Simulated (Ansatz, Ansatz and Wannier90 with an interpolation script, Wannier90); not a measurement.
# GaSb (F-43m): what limits a Wannier interpolation of GW

Aim: vary the Wannier model and the GW settings for GaSb (F-43m) and see what the interpolated bands lose.

Program: Wannier90 4.0.3. Level of theory: maximally localised Wannier functions from the overlaps of r2SCAN states (plane waves, PAW). Results are calculated unless marked as measured.

The database entry behind the starting cell differs from later determinations by our own check (about 0.4 % long), so it need not match the best structure at ambient conditions.

## 1. The starting structure

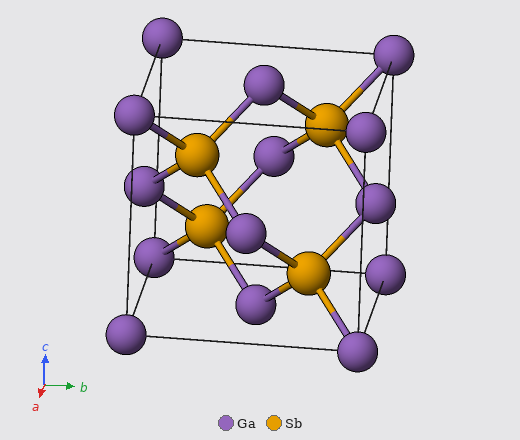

The cell as given, slightly off an axis (gallium purple, antimony orange). This picture shows the conventional cell, with its axes. Bonds to atoms that aren't drawn are left out. Some periodic images of atoms are drawn too.

The cell and positions come from the Crystallography Open Database and are kept as given unless a step says otherwise. Spin-orbit coupling is left out unless a step names it.

## 2. Wannier model on 12×12×12, by Wannier90

Localised functions give a small Hamiltonian that interpolates between mesh points at no cost.

The input, w.win:

```
num_iter = 1200
conv_tol = 1.0e-8
conv_window = 5
dis_num_iter = 4000
dis_conv_tol = 1.0e-8
dis_mix_ratio = 0.7
write_hr = true
use_ws_distance = false
num_print_cycles = 50
! ansatz wannier90 interface
! projections by site (counted from 0) and shell: 0 4S, 0 4P, 1 5P
! states of the run's bands (counted from 1): 1-24
num_bands = 24
num_wann  = 7
dis_win_min = 0.35
dis_win_max = 18.65
dis_froz_min = 0.35
dis_froz_max = 10.49
guiding_centres = true

begin unit_cell_cart
Ang
                      0.0                    3.059                    3.059
                    3.059                      0.0                    3.059
                    3.059                    3.059                      0.0
end unit_cell_cart

begin atoms_frac
Ga                       0.0                      0.0                      0.0
Sb                      0.75                     0.75                     0.75
end atoms_frac

mp_grid = 12 12 12

[... the mesh's points ...]
```

Launch:

```sh
$ OMP_NUM_THREADS=1 mpirun -n 8 wannier90.x w > wannier90.x.log
```

Numbers of over 12 decimals in the logs are rounded to 6 here.

What it wrote:

```text
TEM
                                    ------

                              Lattice Vectors (Ang)
                    a_1     0.000000   3.059000   3.059000
                    a_2     3.059000   0.000000   3.059000
                    a_3     3.059000   3.059000   0.000000

                   Unit Cell Volume:      57.24907  (Ang^3)

                        Reciprocal-Space Vectors (Ang^-1)
                    b_1    -1.027000   1.027000   1.027000
                    b_2     1.027000  -1.027000   1.027000
                    b_3     1.027000   1.027000  -1.027000

 *----------------------------------------------------------------------------*
 |   Site       Fractional Coordinate          Cartesian Coordinate (Ang)     |
 +----------------------------------------------------------------------------+
 | ga   1   0.00000   0.00000   0.00000   |    0.00000   0.00000   0.00000    |
 | sb   1   0.75000   0.75000   0.75000   |    4.58850   4.58850   4.58850    |
 *----------------------------------------------------------------------------*
                                ------------
                                K-POINT GRID
                                ------------

             Grid size = 12 x 12 x 12      Total points = 1728

 *---------------------------------- MAIN ------------------------------------*
 |  Number of Wannier Functions               :                 7             |
 |  Number of Objective Wannier Functions     :                 7             |
 |  Number of input Bloch states              :                24             |
 |  Output verbosity (1=low, 5=high)          :                 1             |
 |  Timing Level (1=low, 5=high)              :                 1             |
 |  Optimisation (0=memory, 3=speed)          :                 3             |
 |  Length Unit                               :               Ang             |
 |  Post-processing setup (write *.nnkp)      :                 F             |
 |  Using Gamma-only branch of algorithms     :                 F             |
 *----------------------------------------------------------------------------*
 *------------------------------- WANNIERISE ---------------------------------*
 |  Total number of iterations                :              1200             |
 |  Number of CG steps before reset           :                 5             |
 |  Trial step length for line search         :             2.000             |
 |  Convergence tolerence                     :         0.100E-07             |
 |  Convergence window                        :                 5             |
 |  Iterations between writing output         :                50             |
 |  Iterations between backing up to disk     :               100             |
 |  Write r^2_nm to file                      :                 F             |
[...]
+--------------------------------------------------------------------+<-- CONV

 ------------------------------------------------------------------------------
 Initial State
  WF centre and spread    1  (  0.000000, -0.000000, -0.000000 )     4.29970033
  WF centre and spread    2  (  0.000000, -0.000000, -0.000000 )     4.62878560
  WF centre and spread    3  (  0.000000, -0.000000, -0.000000 )     4.62878560
[...]
Sum of centres and spreads ( 13.765500, 13.765500, 13.765500 )    29.99891189

      0     0.300E+02     0.0000000000       29.9989118914       1.48  <-- CONV
        O_D=      0.2485179 O_OD=      6.6438423 O_TOT=     29.9989119 <-- SPRD
 ------------------------------------------------------------------------------
 Cycle:      1
[...]
Sum of centres and spreads ( 13.765500, 13.765500, 13.765500 )    29.34863352

      1    -0.650E+00     0.3258575313       29.3486335218       1.50  <-- CONV
        O_D=      0.1684032 O_OD=      6.0736787 O_TOT=     29.3486335 <-- SPRD
 Delta: O_D= -0.8011473E-01 O_OD= -0.5701636E+00 O_TOT= -0.6502784E+00 <-- DLTA
 ------------------------------------------------------------------------------
 Cycle:     50
[...]
Sum of centres and spreads ( 13.765500, 13.765500, 13.765500 )    28.67899992

     50    -0.670E-07     0.0001432062       28.6789999198       2.38  <-- CONV
        O_D=      0.1652649 O_OD=      5.4071833 O_TOT=     28.6789999 <-- SPRD
 Delta: O_D=  0.6023662E-06 O_OD= -0.6693335E-06 O_TOT= -0.6696730E-07 <-- DLTA
 ------------------------------------------------------------------------------

             <<<     Delta < 1.000E-08  over  5 iterations     >>>
             <<< Wannierisation convergence criteria satisfied >>>

 Final State
[...]
WF centre and spread    6  (  4.588500,  4.588500,  4.588500 )     3.64195210
  WF centre and spread    7  (  4.588500,  4.588500,  4.588500 )     3.64195210
  Sum of centres and spreads ( 13.765500, 13.765500, 13.765500 )    28.67899953

         Spreads (Ang^2)       Omega I      =    23.106551667
        ================       Omega D      =     0.165291365
                               Omega OD     =     5.407156498
    Final Spread (Ang^2)       Omega Total  =    28.678999529
 ------------------------------------------------------------------------------

 Writing checkpoint file w.chk... done

 *---------------------------------------------------------------------------*
 |                               PLOTTING                                    |
 *---------------------------------------------------------------------------*

 *===========================================================================*
 |                             TIMING INFORMATION                            |
 *===========================================================================*
 |    Tag                                                Ncalls      Time (s)|
 |---------------------------------------------------------------------------|
 |kmesh: get                                        :         1         0.388|
 |overlap: read                                     :         1         4.294|
 |dis: main                                         :         1         1.499|
 |wann: main                                        :         1         1.272|
 |plot: main                                        :         1         0.134|
 *---------------------------------------------------------------------------*
 All done: wannier90 exiting
```

The job ended after 9.3 s (8 MPI ranks of Arm Neoverse V2, shared host; 73 s of CPU time).

Numbers from this step:

```
gauge-invariant spread     : 23.11 Å²
diagonal spread            : 0.1653 Å²
off-diagonal spread        : 5.407 Å²
total spread               : 28.68 Å²
disentanglement steps      : 153
r.m.s. interpolation error : 0.002044 eV
r.m.s. error near the gap  : 0.002769 eV
```

Near the gap the model misses directly solved bands by 2.8 meV r.m.s. and by 11 meV at most in the window tested. This tests the starting bands, not the corrections carried with them.

## 3. Wannier model on 12×12×12, by the program's own minimiser

This step: maximally localised Wannier functions, r2SCAN, plane waves, PAW.

The input, input.yaml:

```yaml
crystal:
  lattice:
    - [0.0, 3.059, 3.059]
    - [3.059, 0.0, 3.059]
    - [3.059, 3.059, 0.0]
  atoms:
    - { symbol: Ga, position: [0.0, 0.0, 0.0] }
    - { symbol: Sb, position: [0.75, 0.75, 0.75] }
kpoints:
  mp_grid: { grid: [6, 6, 6] }
hamiltonian:
  xc: r2scan
scf:
  occupations: { method: fixed }
  n_extra_bands: 30
output:
  wannier:
    kmesh: [12, 12, 12]
    projections:
      - { species: Ga, l: s, shell: 4 }
      - { species: Ga, l: p, shell: 4 }
      - { species: Sb, l: p, shell: 5 }
    minimise: true
    write_hr: true
    seedname: w
    conv_tol: 1.0e-06
    max_iter: 20000
    stability_check: false
    disentanglement:
      window: [0.35, 18.65]
      frozen_window: [0.35, 10.49]
      conv_tol: 1.0e-08
```

Launch:

```sh
$ ansatz run input.yaml --threads 12 --pin off --max-ram 22118MiB --backend cpu --events-out ev --progress --plain --runs-dir out
```

What it wrote:

```text
scf.n_extra_bands = 30 over 14 filled bands (N_el = 28.0): the run solves 44 bands
Engine: ansatz 0.2.0, aarch64-unknown-linux-gnu
Pseudopotentials: kind: paw
Pseudopotential: Ga, paw, valence charge 13, recommended cutoff 500 eV (meta_gga), Ga.paw.azcp
Pseudopotential: Sb, paw, valence charge 15, recommended cutoff 500 eV (meta_gga), Sb.paw.azcp
Functional definition: r2SCAN
  parameter k0 = 0.174
  parameter k1 = 0.065
  parameter a1 = 4.9479
  exchange = r2scan_x(k0 = k0, k1 = k1, a1 = a1)
  correlation = r2scan_c
Crystal: 2 atoms, lattice volume = 57.249 Å³
Basis set: ecut = 500 eV, 1459 PW (Γ), exchange–correlation on 128×128×128 points (64 copies of the dense FFT grid, shifted against one another)
Bands: 44, of which v1, the nominal top of the filled ones, is band 14 counted from 1 (13 counted from 0)
Symmetry: 24 space group operations
Space group: F-43m (ITA 216), of the structure as read, at distance tolerance 3.9e-5 Å
k-points: 16 of 216 (time reversal used)
Non-local potential: Ga, projectors of the file, l = 0: 2, l = 1: 2, l = 2: 3, l = 3: 1
Non-local potential: Sb, projectors of the file, l = 0: 2, l = 1: 2, l = 2: 2, l = 3: 2
PAW form: soft (Blöchl's): semilocal exchange-correlation on the pseudo side does not see the compensation charge
PAW frozen core: Ga, regenerated for the run's functional (the file was generated under x = pbe(κ = 0.804, μ = 0.219515), c = pbe(β = 0.066725))
PAW frozen core: Sb, regenerated for the run's functional (the file was generated under x = pbe(κ = 0.804, μ = 0.219515), c = pbe(β = 0.066725))
PAW one-centre angular grid: Ga, 590 points (default); XC on 160 Gauss nodes
[...]
NSCF: frozen V_eff on 75 k-points
the Wannier pass solved 75 of the 1728 points of its mesh, and has the states at the others by symmetry: states obtained by the crystal's operations at points that were solved too leave a residual of 4.30e-13 eV (read by the count's bands and the next), within 5.56e-6 eV
SCF converged after 6 iterations
Free energy (F): -10289.838654 eV
Harris-Foulkes:  -10289.838654 eV  (|F-HF|=1.08e-8)
Internal energy: -10289.838654 eV  (E = F + TS)
E sigma→0 (E₀):  -10289.838654 eV
Fermi energy:    7.525522 eV
--- Per-component energies (eV) ---
  E_band       = -279.471971
  E_kinetic    = 321.618417
  E_local      = -3917.235840  (includes V_loc(G=0)·N_el)
  E_nonlocal   = 790.386728
  E_hartree    = 1805.459982
  E_xc         = -189.298183
  E_vxc        = -161.714028  (∫ρ·V_xc dr)
  E_paw        = -6606.703541  (= ΣΔE_a)
  E_vpaw       = -933.499811  (= ΣTr[D̂ρ^β])
  E_aug_tail   = -0.000045  (compensation charges beyond the density's cutoff)
  E_vtau       = 10.054213  (kinetic-family band-sum trace: ∫τ·v_τ [+ j·A + Jᵃ·Aᵃ] dr)
  E_ewald      = -2493.919138
  E_core_change = -0.147033  (= ΣΔE_core)
  E_smearing   = -0.000000  (= −TS)
  E_closure    = 0.000000  (closes the sum)
  Σ components = -10289.838654   (vs F -10289.838654, Δ=0.00e0)
--- Band table (eV; the first three rows and the last of 16) ---
  k-point 0: bands = [... 10 lower, -4.3992, 7.5255, 7.5255, 7.5255, 7.9907, 10.5156, 10.5156, 10.5156, ... 26 higher]
  k-point 1: bands = [... 10 lower, -4.1012, 4.8308, 7.1055, 7.1055, 8.8404, 11.0859, 11.0859, 11.8480, ... 26 higher]
  k-point 2: bands = [... 10 lower, -3.3057, 2.2163, 6.5343, 6.5343, 8.4139, 11.5670, 11.5670, 14.4463, ... 26 higher]
  k-point 15: bands = [... 10 lower, -1.7586, 0.5995, 4.2211, 4.4003, 10.3665, 10.6466, 14.0411, 14.1028, ... 26 higher]
Wannier search: line search 1 of at most 20000: gauge-dependent spread (as the search counts it) 6.2408161 Å², largest recent change 6.5e-1 Å² against conv_tol 1.0e-6 Å², 0 stops escaped
```

The job ended after 13 s (12 threads; peak memory 2.3 GiB; 66 s of CPU time).

Reading the cycles: dr2 is the Hartree energy of the density residual (eV), the measure of convergence; HF is the Harris–Foulkes estimate of the energy, which meets the free energy F at convergence.

Numbers from this step:

- gauge-invariant spread: 23.11 Å²
- diagonal spread: 0.1645 Å²
- off-diagonal spread: 5.407 Å²
- total spread: 28.68 Å²
- least projectability: 0.07161
- localisation steps: 43
- disentanglement steps: 285
- r.m.s. interpolation error: 0.002047 eV
- r.m.s. error near the gap: 0.002775 eV

Near the gap the model misses directly solved bands by 2.8 meV r.m.s. and by 11 meV at most in the window tested. This tests the starting bands, not the corrections carried with them.

Frozen up to 2.97 eV; above it the model need not follow the bands. Electronic bands along the path, in eV, zero at the valence-band top; v1 is the highest filled band, c1 the lowest empty one:

```
    point     v3     v2     v1    c1    c2    c3    c4
        Γ   0.00   0.00   0.00  0.47  3.00  3.00  3.00
        X  -7.03  -2.69  -2.69  1.13  1.49  9.31  9.31
        U  -6.84  -3.74  -2.29  1.65  4.32  7.20  7.28
jump to K  -6.84  -3.74  -2.29  1.65  4.32  7.20  7.28
        Γ   0.00   0.00   0.00  0.47  3.00  3.00  3.00
        L  -6.57  -1.21  -1.21  0.70  4.31  4.31  7.11
        W  -6.89  -3.47  -3.25  4.03  4.73  4.82  5.40
        X  -7.03  -2.69  -2.69  1.13  1.49  9.31  9.31
```

The same for Kohn-Sham, solved directly:

```
point     v3     v2     v1    c1    c2    c3    c4
    Γ   0.00   0.00   0.00  0.47  2.99  2.99  2.99
    X  -7.03  -2.69  -2.69  1.13  1.49  9.31  9.31
    U  -6.84  -3.74  -2.29  1.65  4.21  7.11  7.27
    K  -6.84  -3.74  -2.29  1.65  4.21  7.11  7.27
    Γ   0.00   0.00   0.00  0.47  2.99  2.99  2.99
    L  -6.57  -1.21  -1.21  0.70  4.03  4.03  6.94
    W  -6.89  -3.47  -3.25  4.03  4.63  4.82  5.11
    X  -7.03  -2.69  -2.69  1.13  1.49  9.31  9.31
```

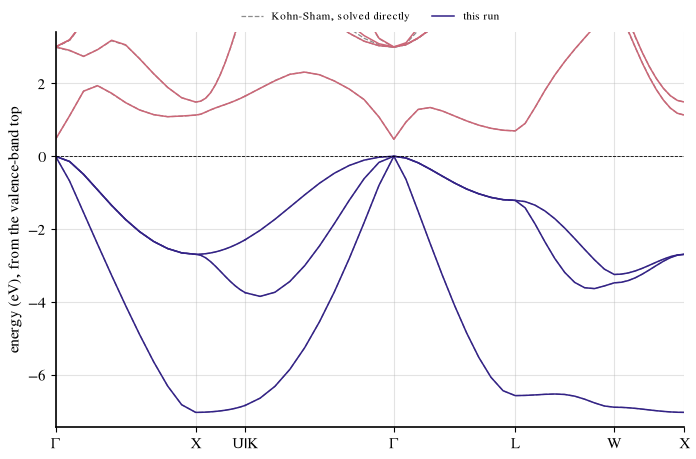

Electronic bands along the path; lines of filled and empty bands in two colours; dashed: Kohn-Sham, solved directly.

## 4. Wannier model on 6×6×6, by Wannier90

This step: maximally localised Wannier functions from the overlaps of r2SCAN states (plane waves, PAW).

w.win, as its differences from that of step 2:

```diff
@@ -32,3 +32,3 @@
 
-mp_grid = 12 12 12
+mp_grid = 6 6 6
```

Launch:

```sh
$ OMP_NUM_THREADS=1 mpirun -n 8 wannier90.x w > wannier90.x.log
```

What it wrote:

```text
[banner, memory and clock lines left out]
TEM
                                    ------

                              Lattice Vectors (Ang)
                    a_1     0.000000   3.059000   3.059000
                    a_2     3.059000   0.000000   3.059000
                    a_3     3.059000   3.059000   0.000000

                   Unit Cell Volume:      57.24907  (Ang^3)

                        Reciprocal-Space Vectors (Ang^-1)
                    b_1    -1.027000   1.027000   1.027000
                    b_2     1.027000  -1.027000   1.027000
                    b_3     1.027000   1.027000  -1.027000

 *----------------------------------------------------------------------------*
 |   Site       Fractional Coordinate          Cartesian Coordinate (Ang)     |
 +----------------------------------------------------------------------------+
 | ga   1   0.00000   0.00000   0.00000   |    0.00000   0.00000   0.00000    |
 | sb   1   0.75000   0.75000   0.75000   |    4.58850   4.58850   4.58850    |
 *----------------------------------------------------------------------------*
                                ------------
                                K-POINT GRID
                                ------------

             Grid size =  6 x  6 x  6      Total points =  216

 *---------------------------------- MAIN ------------------------------------*
 |  Number of Wannier Functions               :                 7             |
 |  Number of Objective Wannier Functions     :                 7             |
 |  Number of input Bloch states              :                24             |
 |  Output verbosity (1=low, 5=high)          :                 1             |
 |  Timing Level (1=low, 5=high)              :                 1             |
[...]
Sum of centres and spreads ( 13.765500, 13.765500, 13.765500 )    25.69089207

      1    -0.732E+00     0.6356597572       25.6908920695       0.11  <-- CONV
        O_D=      0.1231551 O_OD=      5.6874947 O_TOT=     25.6908921 <-- SPRD
 Delta: O_D= -0.5867231E-01 O_OD= -0.6730157E+00 O_TOT= -0.7316880E+00 <-- DLTA

             <<<     Delta < 1.000E-08  over  5 iterations     >>>
             <<< Wannierisation convergence criteria satisfied >>>

 Final State
[...]
WF centre and spread    6  (  4.588500,  4.588500,  4.588500 )     3.27132895
  WF centre and spread    7  (  4.588500,  4.588500,  4.588500 )     3.27132895
  Sum of centres and spreads ( 13.765500, 13.765500, 13.765500 )    25.42353365

         Spreads (Ang^2)       Omega I      =    19.880242326
        ================       Omega D      =     0.133105677
                               Omega OD     =     5.410185649
    Final Spread (Ang^2)       Omega Total  =    25.423533653

 Writing checkpoint file w.chk... done

 *---------------------------------------------------------------------------*
 |                               PLOTTING                                    |
 *---------------------------------------------------------------------------*

 *===========================================================================*
 |                             TIMING INFORMATION                            |
 *===========================================================================*
 |    Tag                                                Ncalls      Time (s)|
 |---------------------------------------------------------------------------|
 |kmesh: get                                        :         1         0.048|
 |overlap: read                                     :         1         0.540|
 |dis: main                                         :         1         0.113|
 |wann: main                                        :         1         0.060|
 |plot: main                                        :         1         0.019|
 *---------------------------------------------------------------------------*
 All done: wannier90 exiting
```

The job ended after 1.5 s (8 MPI ranks).

Numbers from this step:

```
gauge-invariant spread     : 19.88 Å²
diagonal spread            : 0.1331 Å²
off-diagonal spread        : 5.410 Å²
total spread               : 25.42 Å²
disentanglement steps      : 101
r.m.s. interpolation error : 0.01844 eV
r.m.s. error near the gap  : 0.02114 eV
```

Near the gap the model misses directly solved bands by 21.1 meV r.m.s. and by 107 meV at most in the window tested. This tests the starting bands, not the corrections carried with them.

Frozen up to 2.97 eV; above it the model need not follow the bands. The electronic bands at the labelled points (eV, zero at the valence-band top; v1 is the highest filled band, c1 the lowest empty one):

```
    point     v3     v2     v1    c1    c2    c3    c4
        Γ   0.00   0.00   0.00  0.47  3.02  3.02  3.02
        X  -7.03  -2.69  -2.69  1.13  1.49  9.31  9.31
        U  -6.82  -3.73  -2.28  1.68  4.39  7.15  7.26
jump to K  -6.82  -3.73  -2.28  1.68  4.39  7.15  7.26
        Γ   0.00   0.00   0.00  0.47  3.02  3.02  3.02
        L  -6.57  -1.21  -1.21  0.70  4.48  4.48  7.44
        W  -6.92  -3.50  -3.28  4.14  4.82  4.87  5.49
        X  -7.03  -2.69  -2.69  1.13  1.49  9.31  9.31
```

The same for Kohn-Sham, solved directly:

(Unchanged from step 3.)

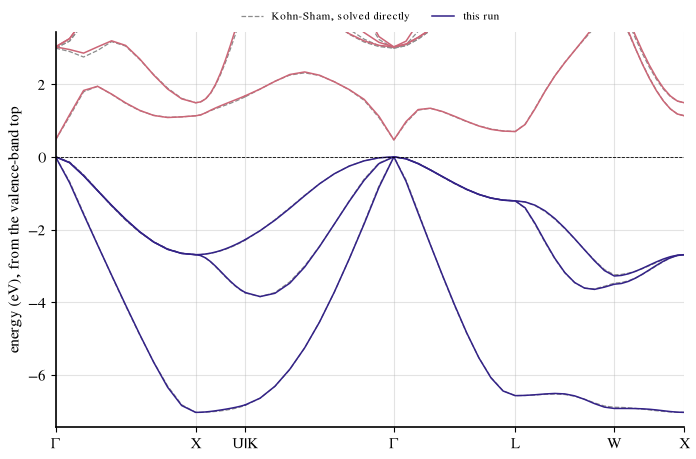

Electronic bands along the path; lines of filled and empty bands in two colours; dashed: Kohn-Sham, solved directly.

(Part 1 of 2 ends here.)

[Paths, hosts, dates, memory and timing lines, banners, echoed tables and standing remarks are left out of the program output.]

[Logs are printed without paths, hosts, clocks, repeated set-up lines and the standing remarks that a program may print on its own settings, such as how far it seeks lower states.]

[Runs of the session that timed out or met a known fault of the program may be left out.]

[Hosts, paths, dates, database ids (printed as entryN), source tags and the programs' standing remarks are cut or masked in the printed files.]
